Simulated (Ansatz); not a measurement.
## Geometry relaxation of C (part 1 of 2)

The run: geometry relaxation of C (16 atoms in the cell). Method and program: DFT PBE, scalar-relativistic, plane waves, PAW, no spin polarisation (Ansatz 0.2.0).

The structure derives from an entry of the Crystallography Open Database. It belongs to a series of runs on one base structure; here: cell sheared at random, sigma 0.01, atoms nudged by 0.01 A; relaxed back.

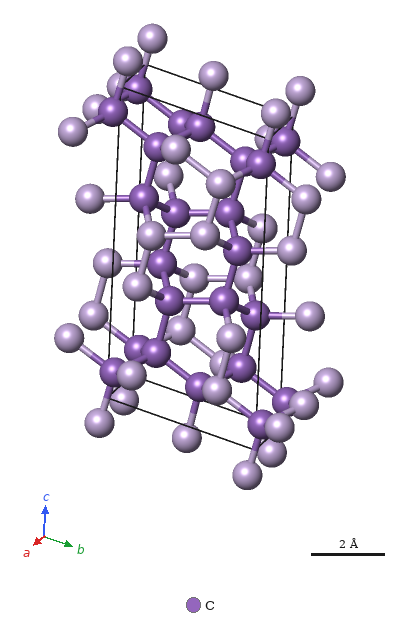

Fig. 1: The structure as given in the input (ball-and-stick view of the cell of the calculation, seen slightly off an axis; neighbours outside the cell are drawn fainter). An atom can appear more than once, as a periodic image. Near neighbours in the periodic cell (some may lie outside the picture): C has 4 C at 1.50 to 1.60 Å.

## Summary

- outcome: converged
- space group (tolerance 0.01 Å): P1 (1) → P6₃/mmc (194)
- electrons treated: 64
- free energy: −4012.7789 eV
- Fermi energy: 15.634 eV
- gap on the k-point mesh: 4.56 eV
- pressure: 0.00 GPa
- final volume: 91.20 Å³
- largest force (length of the vector) at the end: under 0.001 eV/Å
- final cell: a = 2.518 Å, b = 4.361 Å, c = 8.678 Å, α = 104.55°, β = 98.34°, γ = 90.00°
- hardware: 2 threads of Intel Xeon (Sapphire Rapids), 32 GiB of memory available, shared host
- wall time: 4 min (CPU time 7.9 min)
- peak memory: 1.1 GiB

## Input
```yaml
crystal:
  lattice:
    - [-2.4790520319, 0.0071166545, 0.0173067162]
    - [-0.0123264071, 4.4373280375, 0.0170266044]
    - [1.3027678913, -2.2546433608, -8.3055693058]
  atoms:
    - { symbol: C, position: [0.4504029901, 0.4560785272, 0.9075094833] }
    - { symbol: C, position: [0.9586686038, 0.9497638696, 0.9078637945] }
    - { symbol: C, position: [0.7072581083, 0.7053562522, 0.4078665873] }
    - { symbol: C, position: [0.2101072312, 0.2033204038, 0.4068231515] }
    - { symbol: C, position: [0.2947407474, 0.2953967249, 0.591859827] }
    - { symbol: C, position: [0.7925451345, 0.7974320356, 0.5909130312] }
    - { symbol: C, position: [0.5423439099, 0.5442862086, 0.0930318618] }
    - { symbol: C, position: [0.0467055809, 0.0488255987, 0.0935420308] }
    - { symbol: C, position: [0.9255083723, 0.2573400739, 0.8438026192] }
    - { symbol: C, position: [0.4195340774, 0.7603380702, 0.8455115604] }
    - { symbol: C, position: [0.1735188845, 0.8364231345, 0.3453086875] }
    - { symbol: C, position: [0.6653688655, 0.3383372538, 0.3439926441] }
    - { symbol: C, position: [0.8297657823, 0.1608842416, 0.655701923] }
    - { symbol: C, position: [0.3324732643, 0.6570749966, 0.656907505] }
    - { symbol: C, position: [0.0752009406, 0.741919593, 0.1541195419] }
    - { symbol: C, position: [0.5758575069, 0.2472230158, 0.1552457514] }
basis:
  ecutwfc: 420
kpoints:
  mp_grid: { grid: [8, 8, 8] }
hamiltonian:
  xc: pbe
scf:
  occupations: { method: gaussian, width: 0.05 }
output:
  forces: true
  stress: true
  eigenvalues: true
relax:
  adjacent_minimum: "off"
  f_tol: 0.01
  max_steps: 80
  cell: { stress_tol: 0.1 }
```

Launched with:
```bash
ansatz run input.yaml --threads 2 --pin off --max-ram 5120MiB --backend cpu --events-out ev --progress --plain --runs-dir out
```

## Output
```
Engine: ansatz 0.2.0, x86_64-unknown-linux-gnu
Pseudopotentials: kind: paw
Pseudopotential: C, paw, valence charge 4, recommended cutoff 420 eV (normal), C.paw.azcp
Functional definition: PBE
  parameter kappa = 0.804
  parameter beta = 0.06672455060314922
  exchange = pbe_x(kappa = kappa, mu = beta*pi^2/3)
  correlation = pbe_c(beta = beta)
Crystal: 16 atoms, lattice volume = 91.169 Å³
Basis set: ecut = 420 eV, 1789 PW (Γ), exchange–correlation on 36×60×120 points (8 copies of the dense FFT grid, shifted against one another)
Bands: 48, of which v1, the nominal top of the filled ones, is band 32 counted from 1 (31 counted from 0)
Symmetry: 1 space group operations
Space group: P1 (ITA 1), of the structure as read, at distance tolerance 4.5e-5 Å
k-points: 260 of 512 (time reversal used)
Non-local potential: C, projectors of the file, l = 0: 2, l = 1: 2, l = 2: 1
PAW form: soft (Blöchl's): semilocal exchange-correlation on the pseudo side does not see the compensation charge
PAW one-centre angular grid: C, 110 points (default); XC on 64 Gauss nodes
Initial density: superposition of atomic densities (neutral atoms: chi_scale 0, normalization atom), corrected by the library's trained network
Initial wavefunctions: pseudopotential atomic-orbital guess
Functional: x = pbe(κ = 0.804, μ = 0.2195149727645171), c = pbe(β = 0.06672455060314922)
SCF iter   1: F=—  HF=-4012.452555 eV  |F-HF|=—  |Δ(HF+E_count)|=         —  Δρ=3.20e-3  dr2=6.78e-3  ethr=1.77e-3  ⟨swp⟩=5.9  Hψ=56708  notcnv=0  defer=624
preconditioner: auto → Resta (q_TF=auto, 2.572 Å⁻¹)  ε∞=4.4  [insulator: Δε(μ)=3.899 eV  Ē_g=16.898 eV  σ=0.050 eV  W_gap=1.00  n_scr=22 (ndim 8)  ℏωp=31.1 eV  f_vac=0.000  D(μ)=0.00/eV (n_scr^D=0)  ε∞_Penn≈4.4]
SCF iter   2: F=—  HF=-4012.452171 eV  |F-HF|=—  |Δ(HF+E_count)|=   3.84e-4  Δρ=1.67e-3  dr2=1.76e-3  ethr=1.06e-5  ⟨swp⟩=2.5  Hψ=21335  notcnv=0  defer=1135
SCF iter   3: F=—  HF=-4012.452254 eV  |F-HF|=—  |Δ(HF+E_count)|=   8.39e-5  Δρ=2.26e-4  dr2=2.71e-5  ethr=2.75e-6  ⟨swp⟩=2.0  Hψ=16253  notcnv=0  defer=1135
SCF iter   4: F=—  HF=-4012.452290 eV  |F-HF|=—  |Δ(HF+E_count)|=   3.53e-5  Δρ=6.57e-5  dr2=3.92e-6  ethr=4.23e-8  ⟨swp⟩=2.0  Hψ=18185  notcnv=0  defer=1135
SCF iter   5: F=—  HF=-4012.452291 eV  |F-HF|=—  |Δ(HF+E_count)|=   1.32e-6  Δρ=1.96e-5  dr2=2.56e-7  ethr=6.12e-9  ⟨swp⟩=2.0  Hψ=18196  notcnv=0  defer=1135
SCF iter   6: F=-4012.452291 eV  HF=-4012.452291 eV  |F-HF|=5.37e-9  |Δ(HF+E_count)|=   8.36e-8  Δρ=5.51e-6  dr2=1.74e-8  ethr=1.56e-10  ⟨swp⟩=11.8  Hψ=58420  notcnv=0
SCF 1 converged in 6 iterations: F = -4012.452291 eV  dr2 = 1.74e-8
  greatest PAW one-centre occupation: 0.646 electrons in one spin orbital (limit 2), on the C atom at site 2 (counted from 0), in its partial waves of l = 0
relax step   1: F+E_penalty+E_count = -4012.45229121 eV  Δ(F+E_penalty+E_count) = +0.000e0 eV  max|allowed force component| = 1.477e0 eV/Å  Δτ_max = 0.0000 Å  P = +0.804 GPa  Ω = 91.169 Å³  (6 SCF iters, dr2 threshold 1.00e-7 eV, accepted)
Crystal: 16 atoms, lattice volume = 91.241 Å³
Basis set: ecut = 420 eV, 1805 PW (Γ), exchange–correlation on 36×60×120 points (8 copies of the dense FFT grid, shifted against one another)
Initial density: handed on by an earlier stage of this run
Initial wavefunctions: those handed on with the density
iter 1 solved again at ethr=3.70e-5 eV; its pass at ethr=3.10e-3 eV (dr2=2.37e-2 eV) is discarded
SCF iter   1: F=—  HF=-4012.691299 eV  |F-HF|=—  |Δ(HF+E_count)|=         —  Δρ=7.89e-3  dr2=2.35e-2  ethr=3.70e-5  ⟨swp⟩=4.7  Hψ=69337  notcnv=0  defer=25
preconditioner: auto → Resta (q_TF=auto, 2.572 Å⁻¹)  ε∞=4.4  [insulator: Δε(μ)=4.034 eV  Ē_g=16.922 eV  σ=0.050 eV  W_gap=1.00  n_scr=22 (ndim 8)  ℏωp=31.1 eV  f_vac=0.000  D(μ)=0.00/eV (n_scr^D=0)  ε∞_Penn≈4.4]
SCF iter   2: F=—  HF=-4012.688440 eV  |F-HF|=—  |Δ(HF+E_count)|=   2.86e-3  Δρ=4.21e-3  dr2=6.16e-3  ethr=3.67e-5  ⟨swp⟩=1.1  Hψ=12692  notcnv=0  defer=10
SCF iter   3: F=—  HF=-4012.687671 eV  |F-HF|=—  |Δ(HF+E_count)|=   7.69e-4  Δρ=5.20e-4  dr2=1.86e-4  ethr=9.62e-6  ⟨swp⟩=2.7  Hψ=20670  notcnv=0  defer=9
SCF iter   4: F=—  HF=-4012.687652 eV  |F-HF|=—  |Δ(HF+E_count)|=   1.92e-5  Δρ=1.21e-4  dr2=7.64e-6  ethr=2.90e-7  ⟨swp⟩=2.5  Hψ=19070  notcnv=0  defer=9
SCF iter   5: F=-4012.687655 eV  HF=-4012.687655 eV  |F-HF|=4.00e-7  |Δ(HF+E_count)|=   2.73e-6  Δρ=2.94e-5  dr2=7.41e-7  ethr=2.50e-9  ⟨swp⟩=10.8  Hψ=67130  notcnv=0
SCF 2 converged in 5 iterations: F = -4012.687655 eV  dr2 = 7.41e-7
  greatest PAW one-centre occupation: 0.645 electrons in one spin orbital (limit 2), on the C atom at site 2 (counted from 0), in its partial waves of l = 0
relax step   2: F+E_penalty+E_count = -4012.68765457 eV  Δ(F+E_penalty+E_count) = -2.354e-1 eV  max|allowed force component| = 1.134e0 eV/Å  Δτ_max = 0.0354 Å  P = -0.134 GPa  Ω = 91.241 Å³  energy of the carried Pulay correction = -4.651e-4 eV  (5 SCF iters, dr2 threshold 1.60e-6 eV, accepted)
Crystal: 16 atoms, lattice volume = 91.190 Å³
iter 1 solved again at ethr=2.67e-5 eV; its pass at ethr=3.10e-3 eV (dr2=1.71e-2 eV) is discarded
SCF iter   1: F=—  HF=-4012.781731 eV  |F-HF|=—  |Δ(HF+E_count)|=         —  Δρ=5.72e-3  dr2=1.71e-2  ethr=2.67e-5  ⟨swp⟩=4.4  Hψ=58664  notcnv=0  defer=25
preconditioner: auto → Resta (q_TF=auto, 2.572 Å⁻¹)  ε∞=4.4  [insulator: Δε(μ)=4.538 eV  Ē_g=16.934 eV  σ=0.050 eV  W_gap=1.00  n_scr=22 (ndim 8)  ℏωp=31.1 eV  f_vac=0.000  D(μ)=0.00/eV (n_scr^D=0)  ε∞_Penn≈4.4]
SCF iter   2: F=—  HF=-4012.777599 eV  |F-HF|=—  |Δ(HF+E_count)|=   4.13e-3  Δρ=2.91e-3  dr2=4.00e-3  ethr=2.67e-5  ⟨swp⟩=1.7  Hψ=15097  notcnv=0  defer=13
SCF iter   3: F=—  HF=-4012.776392 eV  |F-HF|=—  |Δ(HF+E_count)|=   1.21e-3  Δρ=3.52e-4  dr2=7.72e-5  ethr=6.26e-6  ⟨swp⟩=2.5  Hψ=19577  notcnv=0  defer=14
SCF iter   4: F=—  HF=-4012.776408 eV  |F-HF|=—  |Δ(HF+E_count)|=   1.52e-5  Δρ=9.02e-5  dr2=3.34e-6  ethr=1.21e-7  ⟨swp⟩=2.2  Hψ=19014  notcnv=0  defer=14
SCF iter   5: F=-4012.776409 eV  HF=-4012.776409 eV  |F-HF|=6.11e-8  |Δ(HF+E_count)|=   1.67e-6  Δρ=1.72e-5  dr2=2.35e-7  ethr=2.50e-9  ⟨swp⟩=11.1  Hψ=65670  notcnv=0
SCF 3 converged in 5 iterations: F = -4012.776409 eV  dr2 = 2.35e-7
  greatest PAW one-centre occupation: 0.644 electrons in one spin orbital (limit 2), on the C atom at site 0 (counted from 0), in its partial waves of l = 0
relax step   3: F+E_penalty+E_count = -4012.77640915 eV  Δ(F+E_penalty+E_count) = -8.875e-2 eV  max|allowed force component| = 2.611e-2 eV/Å  Δτ_max = 0.0246 Å  P = +0.023 GPa  Ω = 91.190 Å³  energy of the carried Pulay correction = -1.333e-4 eV  (5 SCF iters, dr2 threshold 1.60e-6 eV, accepted)
Crystal: 16 atoms, lattice volume = 91.194 Å³
iter 1 solved again at ethr=1.43e-7 eV; its pass at ethr=3.10e-3 eV (dr2=9.16e-5 eV) is discarded
SCF iter   1: F=—  HF=-4012.776521 eV  |F-HF|=—  |Δ(HF+E_count)|=         —  Δρ=4.53e-4  dr2=8.98e-5  ethr=1.43e-7  ⟨swp⟩=2.2  Hψ=42017  notcnv=0
preconditioner: auto → Resta (q_TF=auto, 2.572 Å⁻¹)  ε∞=4.4  [insulator: Δε(μ)=4.556 eV  Ē_g=16.933 eV  σ=0.050 eV  W_gap=1.00  n_scr=22 (ndim 8)  ℏωp=31.1 eV  f_vac=0.000  D(μ)=0.00/eV (n_scr^D=0)  ε∞_Penn≈4.4]
SCF iter   2: F=—  HF=-4012.776522 eV  |F-HF|=—  |Δ(HF+E_count)|=   1.40e-6  Δρ=2.39e-4  dr2=2.35e-5  ethr=1.40e-7  ⟨swp⟩=1.0  Hψ=12480  notcnv=0
SCF iter   3: F=—  HF=-4012.776516 eV  |F-HF|=—  |Δ(HF+E_count)|=   5.67e-6  Δρ=2.12e-5  dr2=2.71e-7  ethr=3.67e-8  ⟨swp⟩=2.2  Hψ=20251  notcnv=0
SCF iter   4: F=-4012.776516 eV  HF=-4012.776516 eV  |F-HF|=5.92e-9  |Δ(HF+E_count)|=   3.45e-8  Δρ=6.29e-6  dr2=1.37e-8  ethr=7.20e-11  ⟨swp⟩=12.1  Hψ=64271  notcnv=0
SCF 4 converged in 4 iterations: F = -4012.776516 eV  dr2 = 1.37e-8
  greatest PAW one-centre occupation: 0.644 electrons in one spin orbital (limit 2), on the C atom at site 6 (counted from 0), in its partial waves of l = 0
relax step   4: F+E_penalty+E_count = -4012.77651621 eV  Δ(F+E_penalty+E_count) = -1.071e-4 eV  max|allowed force component| = 2.587e-3 eV/Å  Δτ_max = 0.0020 Å  P = +0.003 GPa  Ω = 91.194 Å³  energy of the carried Pulay correction = -1.599e-4 eV  (4 SCF iters, dr2 threshold 4.61e-8 eV, accepted)
Initial wavefunctions: pseudopotential atomic-orbital guess (no wavefunctions were taken with the density)
iter 1 solved again at ethr=2.16e-8 eV; its pass at ethr=3.10e-3 eV (dr2=1.38e-5 eV) is discarded
SCF iter   1: F=—  HF=-4012.778781 eV  |F-HF|=—  |Δ(HF+E_count)|=         —  Δρ=1.86e-4  dr2=3.49e-6  ethr=2.16e-8  ⟨swp⟩=3.5  Hψ=94839  notcnv=0
preconditioner: auto → Resta (q_TF=auto, 2.572 Å⁻¹)  ε∞=4.4  [insulator: Δε(μ)=4.557 eV  Ē_g=16.933 eV  σ=0.050 eV  W_gap=1.00  n_scr=22 (ndim 8)  ℏωp=31.1 eV  f_vac=0.000  D(μ)=0.00/eV (n_scr^D=0)  ε∞_Penn≈4.4]
SCF iter   2: F=—  HF=-4012.778813 eV  |F-HF|=—  |Δ(HF+E_count)|=   3.19e-5  Δρ=1.00e-4  dr2=1.02e-6  ethr=5.45e-9  ⟨swp⟩=2.0  Hψ=20564  notcnv=0
SCF iter   3: F=-4012.778817 eV  HF=-4012.778817 eV  |F-HF|=1.65e-9  |Δ(HF+E_count)|=   4.33e-6  Δρ=1.93e-6  dr2=5.42e-10  ethr=1.00e-12  ⟨swp⟩=7.0  Hψ=62178  notcnv=0
SCF 5 converged in 3 iterations: F = -4012.778817 eV  dr2 = 5.42e-10
relax step   5: F+E_penalty+E_count = -4012.77881703 eV  Δ(F+E_penalty+E_count) = -2.301e-3 eV  max|allowed force component| = 4.804e-3 eV/Å  Δτ_max = 0.0000 Å  P = +0.042 GPa  Ω = 91.194 Å³  stress off target by 2.78e-1 GPa  SCF on the basis re-selected at this cell (its energy is not comparable with the rows above)  (3 SCF iters)
basis re-selected at this cell: Δ(F+E_penalty+E_count) = -2.301e-3 eV, ΔP = +0.039 GPa vs the last step (what re-selecting the basis moved, of the pressure what is left beyond the Pulay correction that the steps carried, after the strain that the cell walked since its last selection, with what the two solves' SCF thresholds leave and, on support functions, any second-order correction that the steps lacked; it is no measure of the basis error at this ecutwfc). This SCF's stress stands 2.78e-1 GPa from its target on what of the cell is left free (relax.cell.stress_tol is 1.00e-1 GPa) and its largest allowed force component is 4.80e-3 eV/Å (relax.f_tol is 1.00e-2 eV/Å): not within both, so this SCF does not close the relaxation
Crystal: 16 atoms, lattice volume = 91.203 Å³
Basis set: ecut = 420 eV, 1813 PW (Γ), exchange–correlation on 36×60×120 points (8 copies of the dense FFT grid, shifted against one another)
iter 1 solved again at ethr=5.74e-9 eV; its pass at ethr=3.10e-3 eV (dr2=3.68e-6 eV) is discarded
SCF iter   1: F=—  HF=-4012.778771 eV  |F-HF|=—  |Δ(HF+E_count)|=         —  Δρ=9.23e-5  dr2=3.88e-6  ethr=5.74e-9  ⟨swp⟩=3.0  Hψ=45901  notcnv=0
preconditioner: auto → Resta (q_TF=auto, 2.572 Å⁻¹)  ε∞=4.4  [insulator: Δε(μ)=4.558 eV  Ē_g=16.932 eV  σ=0.050 eV  W_gap=1.00  n_scr=22 (ndim 8)  ℏωp=31.1 eV  f_vac=0.000  D(μ)=0.00/eV (n_scr^D=0)  ε∞_Penn≈4.4]
SCF iter   2: F=—  HF=-4012.778790 eV  |F-HF|=—  |Δ(HF+E_count)|=   1.91e-5  Δρ=4.94e-5  dr2=1.09e-6  ethr=5.74e-9  ⟨swp⟩=1.7  Hψ=16938  notcnv=0
SCF iter   3: F=-4012.778790 eV  HF=-4012.778790 eV  |F-HF|=8.76e-10  |Δ(HF+E_count)|=   3.26e-7  Δρ=2.71e-6  dr2=4.08e-9  ethr=3.02e-10  ⟨swp⟩=8.4  Hψ=66693  notcnv=0
SCF 6 converged in 3 iterations: F = -4012.778790 eV  dr2 = 4.08e-9
  greatest PAW one-centre occupation: 0.644 electrons in one spin orbital (limit 2), on the C atom at site 2 (counted from 0), in its partial waves of l = 0
relax step   6: F+E_penalty+E_count = -4012.77878990 eV  Δ(F+E_penalty+E_count) = +2.712e-5 eV  max|allowed force component| = 3.948e-4 eV/Å  Δτ_max = 0.0001 Å  P = -0.001 GPa  Ω = 91.203 Å³  energy of the carried Pulay correction = -5.959e-5 eV  (3 SCF iters, dr2 threshold 1.93e-7 eV, accepted)
iter 1 solved again at ethr=1.75e-8 eV; its pass at ethr=3.10e-3 eV (dr2=1.12e-5 eV) is discarded
SCF iter   1: F=—  HF=-4012.778834 eV  |F-HF|=—  |Δ(HF+E_count)|=         —  Δρ=4.28e-6  dr2=5.42e-9  ethr=1.75e-8  ⟨swp⟩=3.6  Hψ=94980  notcnv=0
preconditioner: auto → Resta (q_TF=auto, 2.572 Å⁻¹)  ε∞=4.4  [insulator: Δε(μ)=4.560 eV  Ē_g=16.932 eV  σ=0.050 eV  W_gap=1.00  n_scr=22 (ndim 8)  ℏωp=31.1 eV  f_vac=0.000  D(μ)=0.00/eV (n_scr^D=0)  ε∞_Penn≈4.4]
SCF iter   2: F=—  HF=-4012.778855 eV  |F-HF|=—  |Δ(HF+E_count)|=   2.07e-5  Δρ=2.08e-6  dr2=1.27e-9  ethr=8.47e-12  ⟨swp⟩=2.9  Hψ=23490  notcnv=0
SCF iter   3: F=-4012.778855 eV  HF=-4012.778855 eV  |F-HF|=1.41e-10  |Δ(HF+E_count)|=   1.81e-9  Δρ=5.53e-7  dr2=1.25e-10  ethr=1.00e-12  ⟨swp⟩=7.5  Hψ=45089  notcnv=0
SCF 7 converged in 3 iterations: F = -4012.778855 eV  dr2 = 1.25e-10
relax step   7: F+E_penalty+E_count = -4012.77885491 eV  Δ(F+E_penalty+E_count) = -6.500e-5 eV  max|allowed force component| = 4.212e-4 eV/Å  Δτ_max = 0.0000 Å  P = -0.000 GPa  Ω = 91.203 Å³  stress off target by 4.02e-3 GPa  SCF on the basis re-selected at this cell (its energy is not comparable with the rows above)  (3 SCF iters)
```

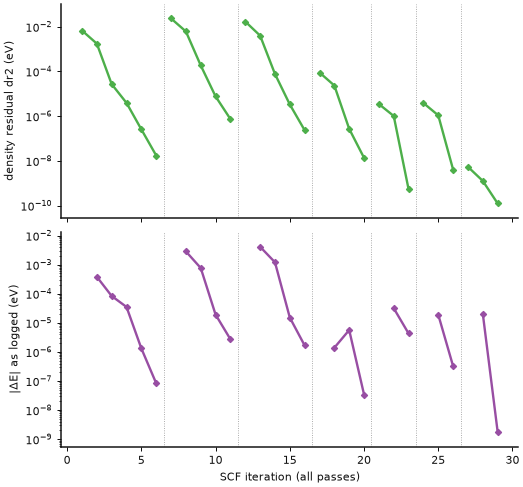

Fig. 2: Convergence of the self-consistent field: density residual dr2 and size of the energy change against the SCF iteration. The dotted lines part the SCF passes of the relaxation: geometry steps, rejected trials and re-solves on a re-selected basis. The 7 passes take 3 to 6 iterations each, 29 in all.

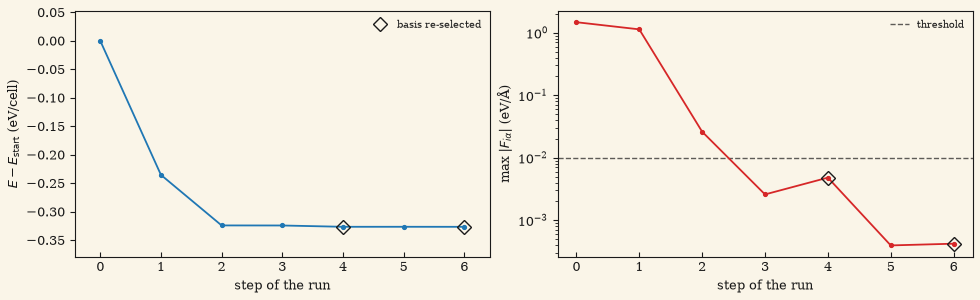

Fig. 3: Progress of the relaxation, step by step (the first geometry is step 0 here and step 1 in the log).

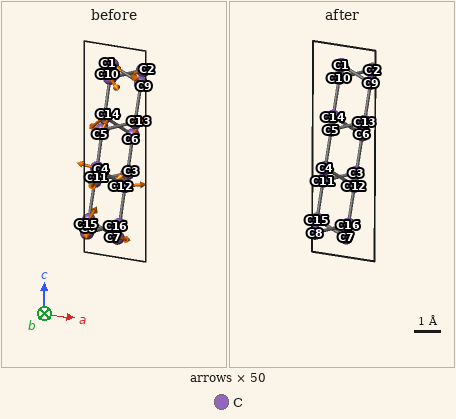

Fig. 4: Before (left) and after (right) the relaxation, at one scale (ball-and-stick view of the cell of the calculation, along the b axis). The orange arrows give the displacements (without the part carried along by the change of the cell), magnified 50 times. C14 moves most relative to the cell: 0.026 Å. The drawn cell changes at constant volume: a 2.479 → 2.518 Å (+1.6 %), b 4.437 → 4.361 Å (−1.7 %), c 8.704 → 8.678 Å (−0.3 %), α 105.3° → 104.6°, β 99.0° → 98.3°, γ 89.7° → 90.0°. Distances before and after: C2–C9 1.602 → 1.544 Å, C2–C10 1.500 → 1.544 Å, C1–C10 1.578 → 1.544 Å, C3–C12 1.575 → 1.544 Å. Among the angles that change: C6–C14–C6 105.2° → 109.3°, C15–C8–C16 111.3° → 109.3°. The space group (tolerance 0.01 Å) goes from P1 (No. 1) to P6_3/mmc (No. 194). After 4 geometry steps the energy has fallen by 0.326 eV per cell of the calculation. Largest force component: 1.5 eV/Å at the start, 0.00042 eV/Å at the end. The pressure goes from 0.80 to 0.00 GPa. The basis was re-selected once at an unchanged geometry, which shifts the energy a little without any move. The energy change given includes the shifts at the re-selections in mid-walk, which come without any move. A last SCF at the same geometry on a re-selected plane-wave basis shifts the energy by −0.1 meV per cell of the calculation. (Atoms are counted from 1 in the order of the input.)
